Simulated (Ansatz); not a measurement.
Al (interface cell)

```yaml
crystal:
  lattice:
    - [2.85774, 0.00000, 0.00000]
    - [0.00000, 13.40400, 0.00000]
    - [0.00000, 0.00000, 19.58880]
  atoms:
    - { symbol: Al, position: [0.00000, 0.27403, 0.08202] }
    - { symbol: Al, position: [0.00000, 0.54887, 0.17223] }
    - { symbol: Al, position: [0.00000, 0.81614, 0.25621] }
    - { symbol: Al, position: [0.00000, 0.09358, 0.34372] }
    - { symbol: Al, position: [0.00000, 0.35220, 0.43077] }
    - { symbol: Al, position: [0.50000, 0.82417, 0.02682] }
    - { symbol: Al, position: [0.50000, 0.08712, 0.08763] }
    - { symbol: Al, position: [0.50000, 0.36464, 0.19122] }
    - { symbol: Al, position: [0.50000, 0.63995, 0.28477] }
    - { symbol: Al, position: [0.50000, 0.90313, 0.36346] }
    - { symbol: Al, position: [0.50000, 0.17810, 0.46252] }
    - { symbol: Al, position: [0.50000, 0.46598, 0.06143] }
    - { symbol: Al, position: [0.50000, 0.72461, 0.14850] }
    - { symbol: Al, position: [0.50000, 0.00204, 0.23601] }
    - { symbol: Al, position: [0.50000, 0.26931, 0.31997] }
    - { symbol: Al, position: [0.50000, 0.54415, 0.41019] }
    - { symbol: Al, position: [0.00000, 0.64009, 0.02969] }
    - { symbol: Al, position: [0.00000, 0.91505, 0.12876] }
    - { symbol: Al, position: [0.00000, 0.17822, 0.20744] }
    - { symbol: Al, position: [0.00000, 0.45354, 0.30098] }
    - { symbol: Al, position: [0.00000, 0.73105, 0.40458] }
    - { symbol: Al, position: [0.00000, 0.99402, 0.46539] }
    - { symbol: Al, position: [0.00000, 0.77403, 0.91019] }
    - { symbol: Al, position: [0.00000, 0.04887, 0.81998] }
    - { symbol: Al, position: [0.00000, 0.31614, 0.73600] }
    - { symbol: Al, position: [0.00000, 0.59358, 0.64849] }
    - { symbol: Al, position: [0.00000, 0.85220, 0.56144] }
    - { symbol: Al, position: [0.50000, 0.32417, 0.96539] }
    - { symbol: Al, position: [0.50000, 0.58712, 0.90458] }
    - { symbol: Al, position: [0.50000, 0.86464, 0.80099] }
    - { symbol: Al, position: [0.50000, 0.13995, 0.70744] }
    - { symbol: Al, position: [0.50000, 0.40313, 0.62875] }
    - { symbol: Al, position: [0.50000, 0.67810, 0.52969] }
    - { symbol: Al, position: [0.50000, 0.96598, 0.93078] }
    - { symbol: Al, position: [0.50000, 0.22461, 0.84371] }
    - { symbol: Al, position: [0.50000, 0.50204, 0.75620] }
    - { symbol: Al, position: [0.50000, 0.76931, 0.67224] }
    - { symbol: Al, position: [0.50000, 0.04415, 0.58202] }
    - { symbol: Al, position: [0.00000, 0.14009, 0.96252] }
    - { symbol: Al, position: [0.00000, 0.41505, 0.86346] }
    - { symbol: Al, position: [0.00000, 0.67822, 0.78477] }
    - { symbol: Al, position: [0.00000, 0.95354, 0.69123] }
    - { symbol: Al, position: [0.00000, 0.23105, 0.58763] }
    - { symbol: Al, position: [0.00000, 0.49402, 0.52682] }
```

Level of theory: DFT PBE, scalar-relativistic, plane waves, PAW in Ansatz.

In a PAW calculation such maps are meaningful between the atoms, not at the nuclei.

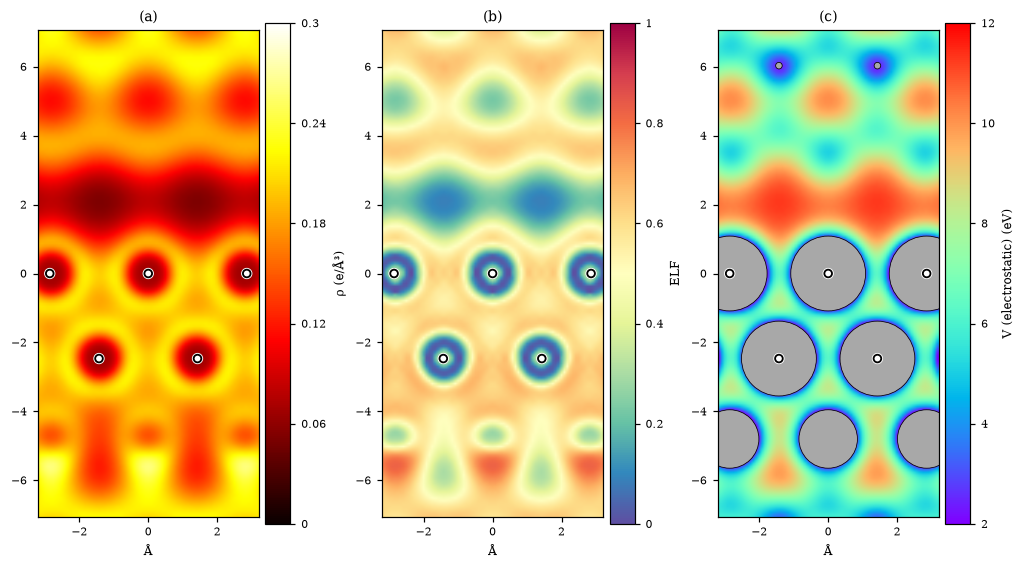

Figure 1. (a) valence pseudo-density; (b) ELF; (c) electrostatic potential (local pseudopotential plus Hartree) felt by an electron on the (001) plane of the calculation cell. Circles mark the nuclei in the plane (Al). Grey discs cover the atomic cores in the potential map.

Describe what can be read from this map.

The section cuts through Al sites. Atoms just off the plane (Al, 0.7 Å away) can leave unmarked features too. Al–Al (2.86 Å): ρ is about 0.2 e/Å³ halfway; the ELF peaks at about 0.65 between the atoms. Between the atoms the lowest density in this plane is 0.05 e/Å³. Outside the cores the potential energy rises away from the atoms and is highest about 2.2 Å from the nearest atoms; its zero is arbitrary.

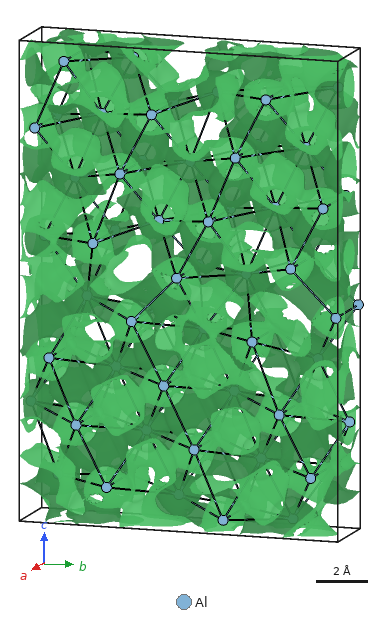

Figure 2. Isosurface of the electron localisation function at 0.55 (green), seen slightly off an axis. Only the valence region is drawn (cores and ρ < 0.01 e/Å³ removed). Sticks mark near contacts.

Where are the electrons localised?

At this value the surface marks out one network that runs through the whole crystal, counted in one cell of 44 atoms. Any copies at cell faces, edges or corners count once. There are no localised bonds or lone pairs at this value.


Al–Al (2.67 Å): the ELF peaks at about 0.85 between the atoms. Al–Al (2.73 Å): the ELF peaks at about 0.70 between the atoms.

Does the calculation give a band gap?

It is gapless in this calculation (a metal or semimetal).
